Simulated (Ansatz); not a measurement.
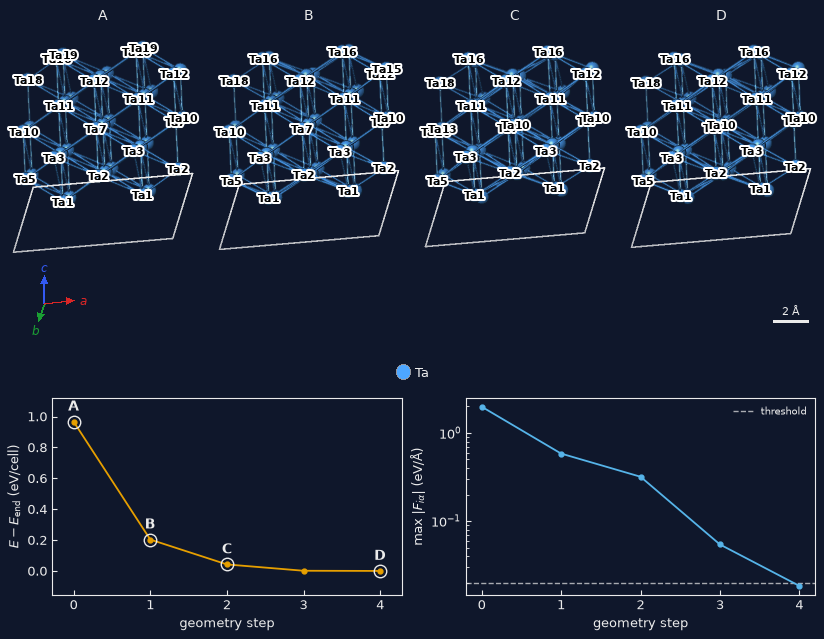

Frames of a relaxation of a slab of composition Ta (cut from the Im-3m phase), marked on the history of the run. The picture is a ball-and-stick view of the 2 × 1 repeat of the cell, outlined in the plane, without the vacuum (origin shifted), seen from a free direction.

The slab is the (2 2 1) face of Ta.

Theory: DFT PBE, scalar-relativistic, plane waves, PAW (Ansatz 0.2.0). (plane-wave cutoff 420 eV; k-point mesh 8 × 5 × 1; occupations gaussian; smearing width 0.1 eV; no spin polarisation; dipole correction; atoms relaxed in a fixed cell; force threshold 0.02 eV/Å; at most 60 steps)

Question: What happens along the run?

Answer: Over 4 geometry steps the energy falls by 0.967 eV per cell of the calculation. Largest force component: 2 eV/Å at the start, 0.018 eV/Å at the end. The largest moves, 0.34 Å, are those of Ta atoms. The lattice vectors keep their values. Near-neighbour distances that change, for instance: Ta–Ta 3.319 → 3.064 Å, Ta–Ta 2.874 → 2.623 Å, Ta–Ta 3.319 → 3.117 Å, Ta–Ta 3.319 → 3.159 Å. From step 0 to 1: Ta atoms move most (0.19 Å), energy −0.763 eV per cell of the calculation. From step 1 to 2: Ta atoms move most (0.19 Å), energy −0.161 eV per cell of the calculation. From step 2 to 4: Ta atoms move most (0.05 Å), energy −42.2 meV per cell of the calculation.

| step | E − E(0), meV/atom | largest force component, eV/Å |
| --- | --- | --- |
| 0 | 0.00 | 1.9880 |
| 1 | -40.18 | 0.5835 |
| 2 | -48.66 | 0.3184 |
| 3 | -50.82 | 0.0541 |
| 4 | -50.88 | 0.0183 |
